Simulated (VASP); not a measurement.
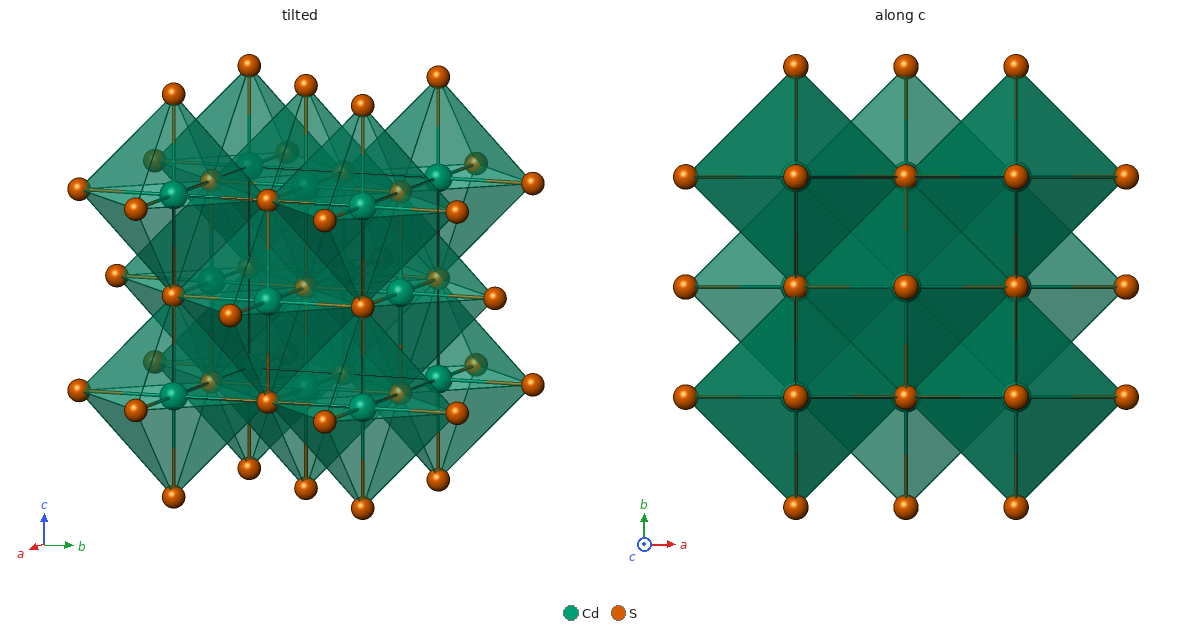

CdS, rock salt (NaCl type), space group Fm-3m (No. 225), a = 5.506 Å, b = 5.506 Å, c = 5.506 Å, α = 90.00°, β = 90.00°, γ = 90.00°. Shown here is a polyhedral view of the crystal, taken slightly off an axis and along the c axis. The conventional unit cell is outlined; an atom on or near a face, edge or corner is repeated at each equivalent position. Some atoms of the next cells are drawn as well. The cell is a structure listed in the Materials Project. Other forms of this composition are known.

One fixed geometry was run with a growing share of exact exchange in a hybrid functional. Alike in all runs: VASP 6.6.1; functional PBE0(alpha); VASP's PAW PBE potentials, release 64 (Cd, S); cutoff 520 eV; k mesh 4 × 4 × 4 on the run's cell of 2 atoms; occupations fermi-dirac, width 0.05 eV; no spin polarisation; no spin-orbit coupling.

```tsv
share of exact exchange	gap (eV)	pressure (GPa)
0.05	0.54	-0.2
0.10	0.87	-0.6
0.15	1.22	-1.0
0.20	1.56	-1.4
0.25	1.92	-1.8
0.30	2.28	-2.1
0.40	?	?
0.50	3.78	-3.4
```

> Fit a straight line to the gaps given and fill in the missing row.

The line is gap = 0.14 eV + 7.21 eV × share, which gives 3.03 eV at 0.40. The run gave 3.02 eV and a pressure of -2.8 GPa.

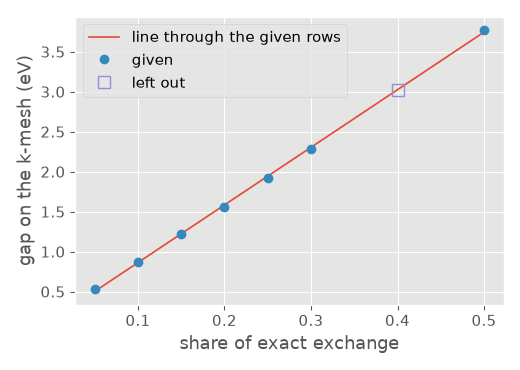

Gap against the share of exact exchange. Gaps are the least found on the k-mesh, which can miss the band edges.

Caveat: the k mesh is coarse (spacing up to 0.49 Å⁻¹), so the values aren't converged, least of all with exact exchange; the PAW data sets were made with another functional, which shifts forces and pressure a little.
